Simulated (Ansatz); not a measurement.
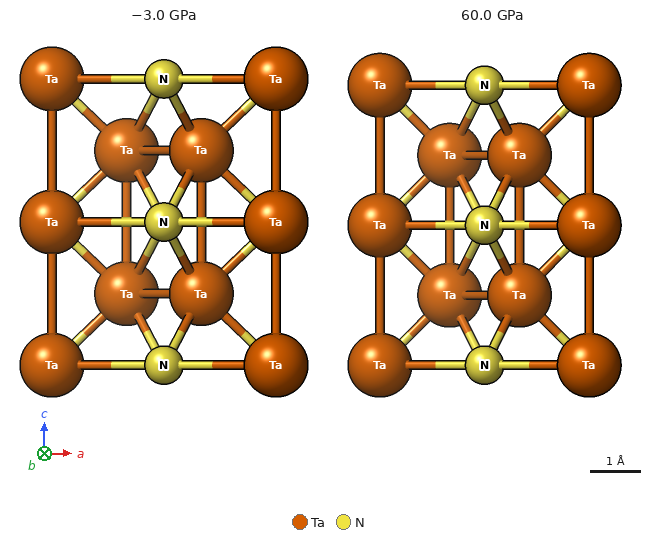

A crystal of TaN (set up in P6/mmm), relaxed (cell and atoms) at several target pressures. The picture shows the first and the last member. The picture is a ball-and-stick view of the cell of the calculation, repeated 1 × 1 × 2 with one cell outlined, seen along the b axis.

Computed with Ansatz 0.2.0: DFT r2SCAN, scalar-relativistic, plane waves, PAW. Settings: plane-wave cutoff 500 eV; k-point mesh 12 × 12 × 12; occupations gaussian; smearing width 0.1 eV; no spin polarisation; cell and atoms relaxed; force threshold 0.008 eV/Å.

| pressure (GPa) | volume (Å³/atom) | a (Å) | c (Å) |
| --- | --- | --- | --- |
| −3.0 | 11.629 | 5.262 | 2.909 |
| 0.0 | 11.509 | 5.239 | 2.905 |
| 3.0 | 11.397 | 5.217 | 2.901 |
| 8.0 | ? | ? | ? |
| 15.0 | 10.993 | 5.138 | 2.885 |
| 30.0 | 10.574 | 5.053 | 2.869 |
| 60.0 | 9.915 | 4.913 | 2.845 |

Q: One row is withheld. What does the calculation give there?

A: Murnaghan's form V = V₀(1 + B′P/B₀)^(−1/B′), with V₀ = 11.509 Å³ from the row at zero pressure, fits the other rows with B₀ = 300 GPa and B′ = 3.77 (largest miss 0.002 Å³). At 8.0 GPa it gives 11.509 × (1 + 3.77 × 8.0/300)^(−1/3.77) = 11.220 Å³ per atom. The calculation gives 11.219 Å³/atom (a = 5.183 Å, c = 2.894 Å). The estimate is 0.001 Å³/atom too high. From the first member to the last: Ta–Ta 3.038 → 2.837 Å, Ta–Ta 3.368 → 3.174 Å, N–Ta 2.631 → 2.457 Å.

The whole series:

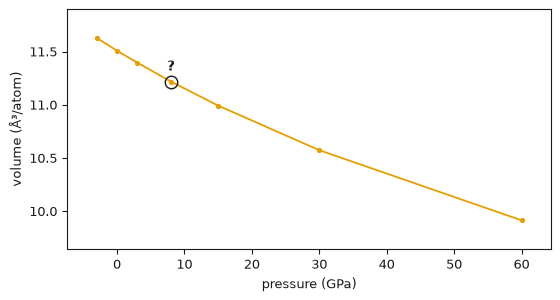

Each member starts from this one structure; whether another phase lies lower wasn't checked.
